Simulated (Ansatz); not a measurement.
**AlO2: density, localisation and related maps**

Input file:

```
crystal:
  lattice:
    - [9.3492018779, 0.0, 0.0]
    - [0.0, 2.9170468865, 0.0]
    - [0.0, 0.0, 4.8200562209]
  atoms:
    - { symbol: Al, position: [0.1628934326, 0.25, 0.9578833504] }
    - { symbol: Al, position: [0.8371065674, 0.75, 0.0421166496] }
    - { symbol: Al, position: [0.3371065674, 0.75, 0.4578833504] }
    - { symbol: Al, position: [0.6628934326, 0.25, 0.5421166496] }
    - { symbol: O, position: [0.7709989554, 0.25, 0.2301169799] }
    - { symbol: O, position: [0.2290010446, 0.75, 0.7698830201] }
    - { symbol: O, position: [0.7290010446, 0.75, 0.7301169799] }
    - { symbol: O, position: [0.2709989554, 0.25, 0.2698830201] }
    - { symbol: O, position: [0.9685672527, 0.25, 0.8453775458], spin: 0.91 }
    - { symbol: O, position: [0.0314327473, 0.75, 0.1546224542], spin: 0.91 }
    - { symbol: O, position: [0.5314327473, 0.75, 0.3453775458], spin: 0.91 }
    - { symbol: O, position: [0.4685672527, 0.25, 0.6546224542], spin: 0.91 }
basis:
  ecutwfc: 420
kpoints:
  mp_grid: { grid: [4, 12, 8] }
  band_path:
    path:
      - [[0.0, 0.0, 0.0], [0.5, 0.0, 0.0], [0.5, 0.5, 0.0], [0.0, 0.5, 0.0], [0.0, 0.0, 0.0], [0.0, 0.0, 0.5], [0.5, 0.0, 0.5], [0.5, 0.5, 0.5], [0.0, 0.5, 0.5], [0.0, 0.0, 0.5]]
      - [[0.5, 0.0, 0.0], [0.5, 0.0, 0.5]]
      - [[0.0, 0.5, 0.0], [0.0, 0.5, 0.5]]
      - [[0.5, 0.5, 0.0], [0.5, 0.5, 0.5]]
    npoints: 10
hamiltonian:
  xc: pbe
scf:
  occupations: { method: gaussian, width: 0.01 }
  n_extra_bands: 30
output:
  forces: true
  stress: true
  eigenvalues: true
  populations: true
  dos: { projected: true, de: 0.02, nscf_kmesh: { grid: [5, 15, 10] } }
  bader: false
  write_density: true
  write_potential: true
  elf: true
  volumetric_format: npy
magnetization:
  spin_polarized: true
checkpoint:
  read: start.run
  write: ck
  compress: false
  write_wavefunctions: false
  write_every: 100000
```

Launched as:

```sh
ansatz run input.yaml --threads 1 --pin off --max-ram 2560MiB --backend cpu --events-out ev --progress --plain --runs-dir out
```

Below, planes, directions and counts refer to the conventional cell (a = 9.35 Å, b = 2.92 Å, c = 4.82 Å, α = 90.00°, β = 90.00°, γ = 90.00°).

Space group Pnma; a structure generated by program, which may or may not match a known phase; spin-polarised.

Theory: Ansatz 0.2.0, DFT PBE, scalar-relativistic, plane waves, PAW.

In a PAW calculation such maps are meaningful between the atoms, not at the nuclei.

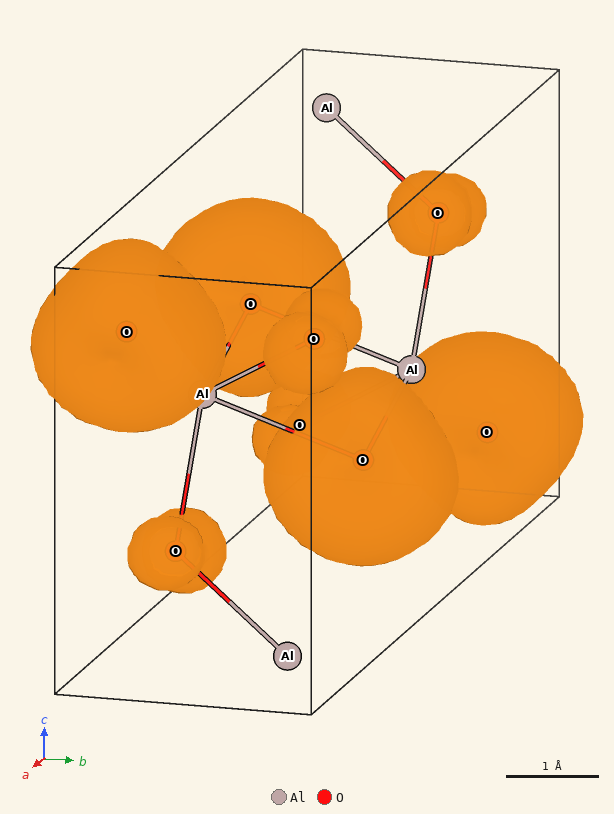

Figure 1. Isosurfaces of the spin density (up minus down) at +0.03 (orange) and −0.03 e/Å³ (purple), seen slightly off an axis. Sticks mark near contacts.

Where is the spin, and how is it ordered?

The spin density sits on O: +0.8 μB (×4) in one cell of 12 atoms: parallel moments (a ferromagnetic arrangement) in this solution. The cell of the calculation (12 atoms) carries 4.0 μB of net spin moment. Only one sign reaches the isovalue.

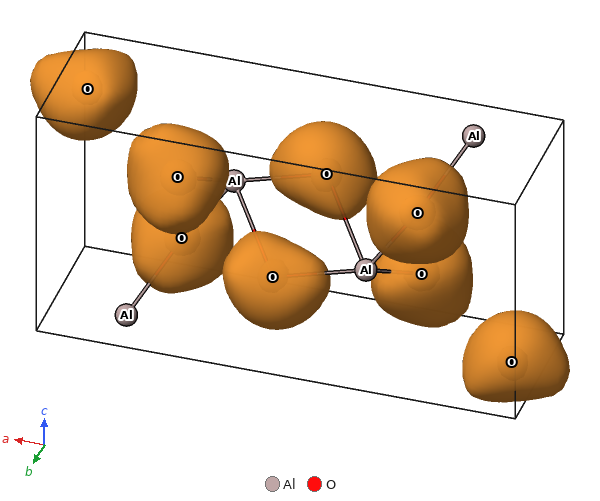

Figure 2. Isosurface of the ELF at 0.65 (orange), seen at an oblique angle. Only the valence region is drawn (cores and ρ < 0.01 e/Å³ removed). Sticks mark near contacts.

Where are the electrons localised?

The ELF exceeds this value in eight regions on O in which the atom's valence shell and bonds are merged, counted in one cell of 12 atoms. Regions shared between cells count once. Along the contacts the grid gives the following. Al–O (1.81 Å): the ELF peaks at about 0.85 in the valence shell of O, 0.7 Å from its nucleus, and is about 0.85 at the midpoint. Al–O (1.90 Å): the ELF peaks at about 0.90 in the valence shell of O, 0.6 Å from its nucleus, and is about 0.80 at the midpoint.

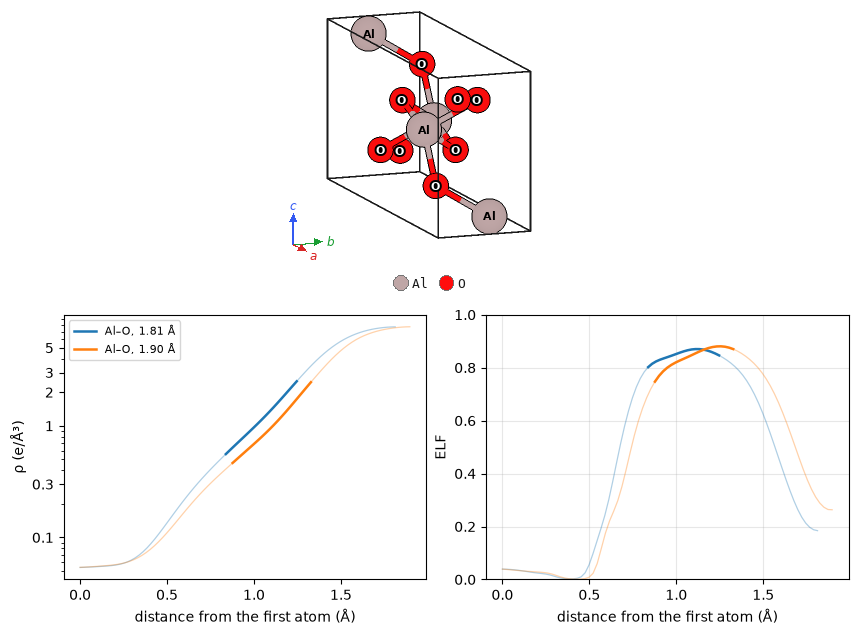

Figure 3. Valence electron density and ELF along straight lines between neighbouring atoms. Thin, pale parts lie inside the atomic spheres. The structure is drawn too.

What can be read from the curves?

Al–O (1.81 Å): the density is about 0.7 e/Å³ at the midpoint; the ELF peaks at about 0.85 in the valence shell of O, 0.7 Å from its nucleus, and is about 0.85 at the midpoint.
Al–O (1.90 Å): ρ at the midpoint is about 0.58 e/Å³; the ELF peaks at about 0.90 in the valence shell of O, 0.6 Å from its nucleus, and is about 0.80 at the midpoint.
